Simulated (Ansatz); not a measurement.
## Single-point calculation of TiAl

TiAl (Pmm2, 8 atoms in the cell), computed with DFT r2SCAN, scalar-relativistic, plane waves, PAW, no spin polarisation (Ansatz 0.2.0).

The structure derives from a Materials Project entry. It belongs to a series of runs on one base structure; here: the crystal opened by +1.00 A across the cut. Figures and captions count atoms from 1; the log counts them from 0 in places.

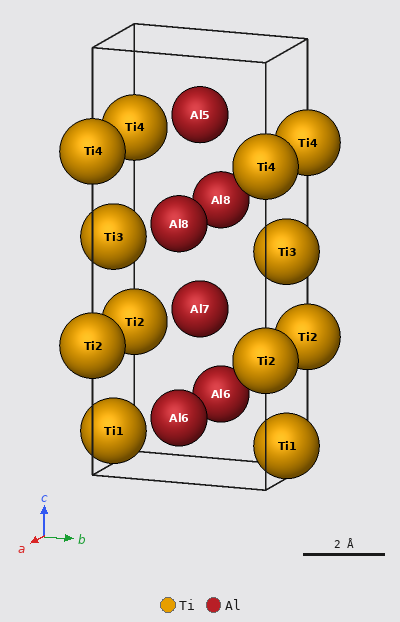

*The structure as given in the input (spheres-only view of the cell of the calculation, seen slightly off an axis; atoms are numbered from 1 in the order of the input). An atom can appear more than once, as a periodic image.*

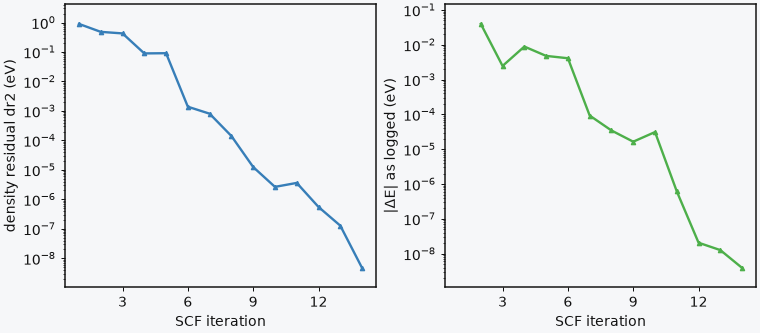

*Convergence of the self-consistent field: density residual dr2 and size of the energy change against the SCF iteration.*

The residual falls almost steadily, with no more than small rises.

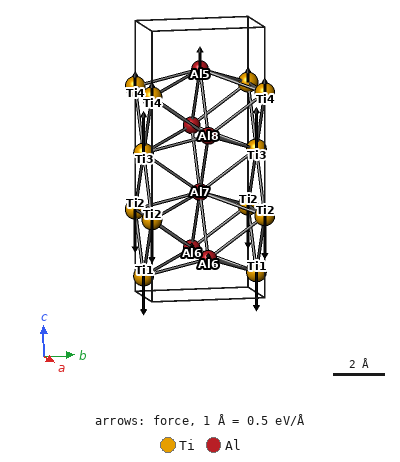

*Forces on the atoms as black arrows (ball-and-stick view of the cell of the calculation, seen slightly off an axis; atoms are numbered from 1 in the order of the input); the smallest are left out.*

The largest act on Ti2 (0.88 eV/Å); Ti3 (0.85 eV/Å); Ti1 (0.80 eV/Å); Al5 (0.46 eV/Å), among others. The geometry is not a stationary point of this energy.

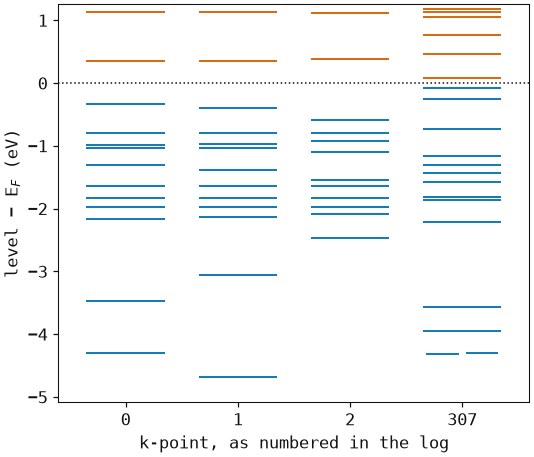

*Kohn–Sham levels near the Fermi level (dotted) at the few k-points that the log prints; levels within 0.02 eV of each other stand side by side.*

The system is metallic on the full mesh.

The input and output of the run follow.

The input
```yaml
crystal:
  lattice:
    - [1.4342985268, -2.4842779217, 0.0]
    - [0.0, 0.0, -4.6338675686]
    - [9.471816565, 5.4685558434, 0.0]
  atoms:
    - { symbol: Ti, position: [0.5, 0.0, 0.075729158] }
    - { symbol: Ti, position: [0.0, 0.0, 0.3028712036] }
    - { symbol: Ti, position: [0.5, 0.0, 0.5300132492] }
    - { symbol: Ti, position: [0.0, 0.0, 0.7571552949] }
    - { symbol: Al, position: [0.5, 0.5, 0.83286931] }
    - { symbol: Al, position: [0.0, 0.5, 0.1514431732] }
    - { symbol: Al, position: [0.5, 0.5, 0.3785852188] }
    - { symbol: Al, position: [0.0, 0.5, 0.6057272644] }
basis:
  ecutwfc: 500
kpoints:
  mp_grid: { grid: [20, 13, 6] }
hamiltonian:
  xc: r2scan
scf:
  occupations: { method: gaussian, width: 0.15 }
output:
  forces: true
  stress: true
  eigenvalues: true
```

Run as:
```bash
ansatz run input.yaml --threads 2 --pin off --max-ram 5120MiB --backend cpu --events-out ev --progress --plain --runs-dir out
```

What the program printed
```
Engine: ansatz 0.2.0, x86_64-unknown-linux-gnu
Pseudopotentials: kind: paw
Pseudopotential: Ti, paw, valence charge 12, recommended cutoff 500 eV (meta_gga), Ti.paw.azcp
Pseudopotential: Al, paw, valence charge 3, recommended cutoff 500 eV (meta_gga), Al.paw.azcp
Functional definition: r2SCAN
  parameter k0 = 0.174
  parameter k1 = 0.065
  parameter a1 = 4.9479
  exchange = r2scan_x(k0 = k0, k1 = k1, a1 = a1)
  correlation = r2scan_c
Crystal: 8 atoms, lattice volume = 145.384 Å³
Basis set: ecut = 500 eV, 3705 PW (Γ), exchange–correlation on 96×144×320 points (64 copies of the dense FFT grid, shifted against one another)
Bands: 38, of which v1, the nominal top of the filled ones, is band 30 counted from 1 (29 counted from 0)
Symmetry: 4 space group operations
Space group: Pmm2 (ITA 25), of the structure as read, at distance tolerance 5.3e-5 Å
k-points: 308 of 1560 (time reversal used)
Non-local potential: Ti, projectors of the file, l = 0: 3, l = 1: 2, l = 2: 3, l = 3: 1
Non-local potential: Al, projectors of the file, l = 0: 2, l = 1: 2, l = 2: 1
PAW form: soft (Blöchl's): semilocal exchange-correlation on the pseudo side does not see the compensation charge
PAW frozen core: Ti, regenerated for the run's functional (the file was generated under x = pbe(κ = 0.804, μ = 0.2195149727645171), c = pbe(β = 0.06672455060314922))
PAW frozen core: Al, regenerated for the run's functional (the file was generated under x = pbe(κ = 0.804, μ = 0.2195149727645171), c = pbe(β = 0.06672455060314922))
PAW one-centre angular grid: Ti, 590 points (default); XC on 160 Gauss nodes
PAW one-centre angular grid: Al, 302 points (default); XC on 160 Gauss nodes
Initial density: superposition of atomic densities (neutral atoms: chi_scale 0, normalization atom), corrected by the library's trained network
Initial wavefunctions: pseudopotential atomic-orbital guess
Functional: x = r2scan, c = r2scan; τ floored in thin density (d = 2e-4 eV/Å³)
SCF iter   1: F=—  HF=-12180.222169 eV  |F-HF|=—  |Δ(HF+E_count)|=         —  Δρ=1.71e-2  dr2=8.97e-1  dr2_τ=5.81e-2  ethr=1.77e-3  ⟨swp⟩=6.7  Hψ=50585  notcnv=0
preconditioner: auto → Kerker (q_TF=auto, 2.354 Å⁻¹)  [metal: Δε(μ)=0.004 eV  Ē_g=4.021 eV  σ=0.150 eV  W_gap=0.01  n_scr=28 (ndim 8)  ℏωp=16.3 eV  f_vac=0.000  D(μ)=6.83/eV (n_scr^D=68)]
SCF iter   2: F=—  HF=-12180.261986 eV  |F-HF|=—  |Δ(HF+E_count)|=   3.98e-2  Δρ=1.14e-2  dr2=4.82e-1  dr2_τ=2.15e-2  ethr=1.50e-3  ⟨swp⟩=3.5  Hψ=23063  notcnv=0  defer=441
SCF iter   3: F=—  HF=-12180.259514 eV  |F-HF|=—  |Δ(HF+E_count)|=   2.47e-3  Δρ=7.81e-3  dr2=4.27e-1  dr2_τ=8.50e-3  ethr=8.03e-4  ⟨swp⟩=2.5  Hψ=16350  notcnv=0  defer=437
SCF iter   4: F=—  HF=-12180.250617 eV  |F-HF|=—  |Δ(HF+E_count)|=   8.90e-3  Δρ=3.63e-3  dr2=8.95e-2  dr2_τ=5.19e-4  ethr=7.12e-4  ⟨swp⟩=1.1  Hψ=11732  notcnv=0  defer=423
SCF iter   5: F=—  HF=-12180.255416 eV  |F-HF|=—  |Δ(HF+E_count)|=   4.80e-3  Δρ=4.89e-3  dr2=9.09e-2  dr2_τ=2.59e-3  ethr=1.49e-4  ⟨swp⟩=2.0  Hψ=14247  notcnv=0  defer=423
SCF iter   6: F=—  HF=-12180.251308 eV  |F-HF|=—  |Δ(HF+E_count)|=   4.11e-3  Δρ=6.84e-4  dr2=1.39e-3  dr2_τ=3.10e-5  ethr=1.49e-4  ⟨swp⟩=1.4  Hψ=12078  notcnv=0  defer=420
SCF iter   7: F=—  HF=-12180.251401 eV  |F-HF|=—  |Δ(HF+E_count)|=   9.30e-5  Δρ=4.99e-4  dr2=8.06e-4  dr2_τ=3.11e-5  ethr=2.31e-6  ⟨swp⟩=2.0  Hψ=13939  notcnv=0  defer=419
SCF iter   8: F=—  HF=-12180.251436 eV  |F-HF|=—  |Δ(HF+E_count)|=   3.46e-5  Δρ=1.97e-4  dr2=1.41e-4  dr2_τ=4.24e-6  ethr=1.34e-6  ⟨swp⟩=2.0  Hψ=13226  notcnv=0  defer=419
SCF iter   9: F=—  HF=-12180.251452 eV  |F-HF|=—  |Δ(HF+E_count)|=   1.65e-5  Δρ=7.83e-5  dr2=1.25e-5  dr2_τ=3.20e-7  ethr=2.36e-7  ⟨swp⟩=1.5  Hψ=11593  notcnv=0  defer=419
SCF iter  10: F=—  HF=-12180.251484 eV  |F-HF|=—  |Δ(HF+E_count)|=   3.12e-5  Δρ=3.23e-5  dr2=2.65e-6  dr2_τ=7.23e-8  ethr=2.08e-8  ⟨swp⟩=2.0  Hψ=17371  notcnv=0  defer=419
SCF iter  11: F=—  HF=-12180.251484 eV  |F-HF|=—  |Δ(HF+E_count)|=   6.17e-7  Δρ=2.13e-5  dr2=3.61e-6  dr2_τ=3.96e-8  ethr=4.42e-9  ⟨swp⟩=2.0  Hψ=19302  notcnv=0  defer=418
SCF iter  12: F=—  HF=-12180.251484 eV  |F-HF|=—  |Δ(HF+E_count)|=   2.07e-8  Δρ=1.21e-5  dr2=5.52e-7  dr2_τ=1.37e-8  ethr=4.42e-9  ⟨swp⟩=1.7  Hψ=11906  notcnv=0  defer=418
SCF iter  13: F=—  HF=-12180.251484 eV  |F-HF|=—  |Δ(HF+E_count)|=   1.27e-8  Δρ=4.27e-6  dr2=1.28e-7  dr2_τ=6.99e-10  ethr=9.20e-10  ⟨swp⟩=1.9  Hψ=12638  notcnv=0  defer=418
SCF iter  14: F=-12180.251484 eV  HF=-12180.251484 eV  |F-HF|=3.01e-9  |Δ(HF+E_count)|=   3.91e-9  Δρ=1.01e-6  dr2=4.71e-9  dr2_τ=6.84e-11  ethr=1.67e-10  ⟨swp⟩=10.3  Hψ=42187  notcnv=0
SCF 1 converged in 14 iterations: F = -12180.251484 eV  dr2 = 4.71e-9
  greatest PAW one-centre occupation: 1.001 electrons in one spin orbital (limit 2), on the Ti atom at site 2 (counted from 0), in its partial waves of l = 1
SCF converged after 14 iterations
Free energy (F): -12180.251484 eV
Harris-Foulkes:  -12180.251484 eV  (|F-HF|=3.01e-9)
Internal energy: -12180.167524 eV  (E = F + TS)
E sigma→0 (E₀):  -12180.209504 eV
Entropy (-TS):   -0.083960 eV (-10.495 meV/atom)
Fermi energy:    9.344096 eV
--- Per-component energies (eV) ---
  E_band       = -804.915263
  E_kinetic    = 1175.449700
  E_local      = -5036.301682  (includes V_loc(G=0)·N_el)
  E_nonlocal   = 69.427870
  E_hartree    = 2165.400699
  E_xc         = -515.690763
  E_vxc        = -651.557403  (∫ρ·V_xc dr)
  E_paw        = -6119.520890  (= ΣΔE_a)
  E_vpaw       = -733.919948  (= ΣTr[D̂ρ^β])
  E_aug_tail   = 0.000355  (compensation charges beyond the density's cutoff)
  E_vtau       = 41.185628  (kinetic-family band-sum trace: ∫τ·v_τ [+ j·A + Jᵃ·Aᵃ] dr)
  E_ewald      = -3917.678552
  E_core_change = -1.254261  (= ΣΔE_core)
  E_smearing   = -0.083960  (= −TS)
  E_closure    = -0.000000  (closes the sum)
  Σ components = -12180.251484   (vs F -12180.251484, Δ=0.00e0)
--- Forces (eV/Å), atoms counted from 1 ---
  atom   1  Ti    -0.69300470    -0.40010645     0.00000000
  atom   2  Ti    -0.76419664    -0.44120914     0.00000000
  atom   3  Ti     0.73831453     0.42626609     0.00000000
  atom   4  Ti     0.27181868     0.15693459     0.00000000
  atom   5  Al     0.40221444     0.23221862     0.00000000
  atom   6  Al     0.10306017     0.05950182     0.00000000
  atom   7  Al    -0.04162663    -0.02403315     0.00000000
  atom   8  Al    -0.01654805    -0.00955402     0.00000000
  max |Σ_I F_I| component: 3.18e-5 eV/Å
--- Stress (GPa, compression-positive) ---
       -6.102740      -2.241266      -0.000000
       -2.241266      -3.514749       0.000000
       -0.000000       0.000000      -2.911553
  P = ⅓ Tr σ = -4.1763 GPa (-41.763 kbar)
--- Band table (eV; the first three rows and the last of 308) ---
  k-point 0: bands = ["-50.0112", "-49.7086", "-49.5161", "-49.4512", "-25.2570", "-25.2497", "-24.9916", "-24.9502", "-24.9220", "-24.7765", "-24.7529", "-24.7158", "-24.6169", "-24.4762", "-24.4676", "-24.3940", "0.1061", "1.2341", "2.1379", "5.0441", "5.8790", "7.1783", "7.3703", "7.5098", "7.6982", "8.0451", "8.3097", "8.3499", "8.5509", "9.0109", "9.6907", "10.4814", "10.8985", "11.2688", "11.5209", "11.5510", "11.7534", "11.9910"]
  k-point 1: bands = ["-50.0112", "-49.7086", "-49.5161", "-49.4512", "-25.2567", "-25.2496", "-24.9926", "-24.9502", "-24.9220", "-24.7764", "-24.7519", "-24.7158", "-24.6169", "-24.4765", "-24.4676", "-24.3940", "0.1258", "1.1263", "2.3103", "4.6684", "6.2778", "7.2033", "7.3703", "7.5099", "7.6981", "7.9605", "8.3038", "8.3755", "8.5509", "8.9415", "9.6995", "10.4741", "10.9082", "11.2686", "11.4894", "11.5522", "11.7502", "11.9940"]
  k-point 2: bands = ["-50.0112", "-49.7086", "-49.5161", "-49.4512", "-25.2561", "-25.2496", "-24.9945", "-24.9502", "-24.9220", "-24.7764", "-24.7498", "-24.7158", "-24.6169", "-24.4772", "-24.4676", "-24.3940", "0.1719", "0.9535", "2.6642", "4.1264", "6.8775", "7.2642", "7.3703", "7.5100", "7.6979", "7.7972", "8.2464", "8.4199", "8.5509", "8.7510", "9.7260", "10.4580", "10.9297", "11.2681", "11.4295", "11.5546", "11.7438", "11.9999"]
  k-point 307: bands = ["-49.9609", "-49.6571", "-49.4562", "-49.4154", "-25.3449", "-25.2028", "-25.1992", "-25.0440", "-24.9696", "-24.9014", "-24.8621", "-24.7866", "-24.7188", "-24.6842", "-24.5920", "-24.5408", "5.0336", "5.0373", "5.3918", "5.7760", "7.1233", "7.4803", "7.5239", "7.7644", "7.9076", "8.0311", "8.1819", "8.6138", "9.0899", "9.2659", "9.4249", "9.8066", "10.1019", "10.4011", "10.4807", "10.5264", "10.6223", "10.6512"]
```

Key numbers

- outcome: converged
- space group (tolerance 0.01 Å): Pmm2 (25)
- electrons treated: 60
- free energy: −12180.2515 eV
- Fermi energy: 9.344 eV
- gap on the k-point mesh: none (metallic)
- pressure: −4.18 GPa
- largest force (length of the vector): 0.882 eV/Å
- hardware: 2 threads of AMD EPYC (Zen 5), 32 GiB of memory available, shared host
- wall time: 56 s (CPU time 1.9 min)
- peak memory: 1.8 GiB
